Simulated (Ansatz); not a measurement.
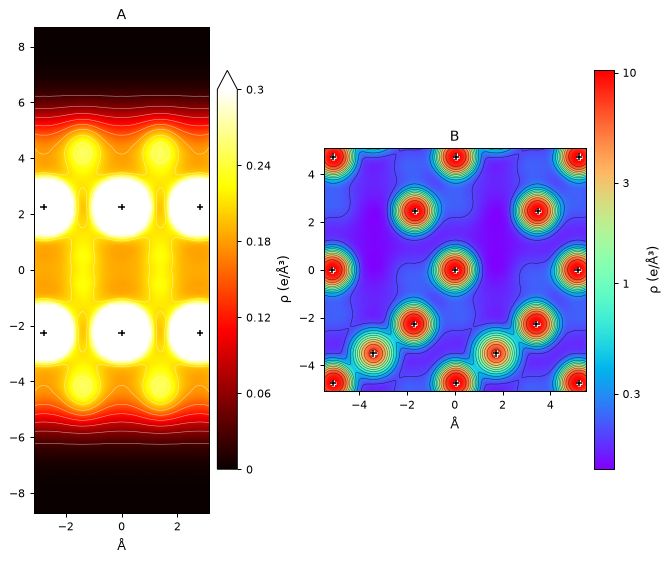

The valence electron density of 2 systems, each on a plane through atoms (crosses mark nuclei in the plane).

Method: DFT PBEsol, scalar-relativistic, plane waves, PAW (Ansatz).

System 1: Ti$_{6}$O, the (100) plane of the conventional cell. Space group P-31c; computed pressure about −6 GPa in this cell; computed without spin polarisation.

```yaml
crystal:
  lattice:
    - [5.14000, 0.00000, 0.00000]
    - [-2.57000, 4.45137, 0.00000]
    - [0.00000, 0.00000, 9.48000]
  atoms:
    - { symbol: Ti, position: [0.66853, 0.00627, 0.11956] }
    - { symbol: Ti, position: [0.99373, 0.66226, 0.11956] }
    - { symbol: Ti, position: [0.33774, 0.33147, 0.11956] }
    - { symbol: Ti, position: [0.00627, 0.66853, 0.61956] }
    - { symbol: Ti, position: [0.66226, 0.99373, 0.61956] }
    - { symbol: Ti, position: [0.33147, 0.33774, 0.61956] }
    - { symbol: Ti, position: [0.33147, 0.99373, 0.88044] }
    - { symbol: Ti, position: [0.00627, 0.33774, 0.88044] }
    - { symbol: Ti, position: [0.66226, 0.66853, 0.88044] }
    - { symbol: Ti, position: [0.99373, 0.33147, 0.38044] }
    - { symbol: Ti, position: [0.33774, 0.00627, 0.38044] }
    - { symbol: Ti, position: [0.66853, 0.66226, 0.38044] }
    - { symbol: O, position: [0.33333, 0.66667, 0.75000] }
    - { symbol: O, position: [0.66667, 0.33333, 0.25000] }
```

System 2: Ti (slab), the (010) plane of the calculation cell, a cut from vacuum to vacuum. Not relaxed (largest force 0.5 eV/Å); computed without spin polarisation.

**Match each panel to its system.**

Panel A is system 2, Ti: the plane holds Ti. Ti–Ti (2.80 Å): ρ is about 0.2 e/Å³ halfway. Panel B is system 1, Ti$_{6}$O: the plane holds Ti and O. Ti–O (2.09 Å): the density is about 0.48 e/Å³ at the midpoint.
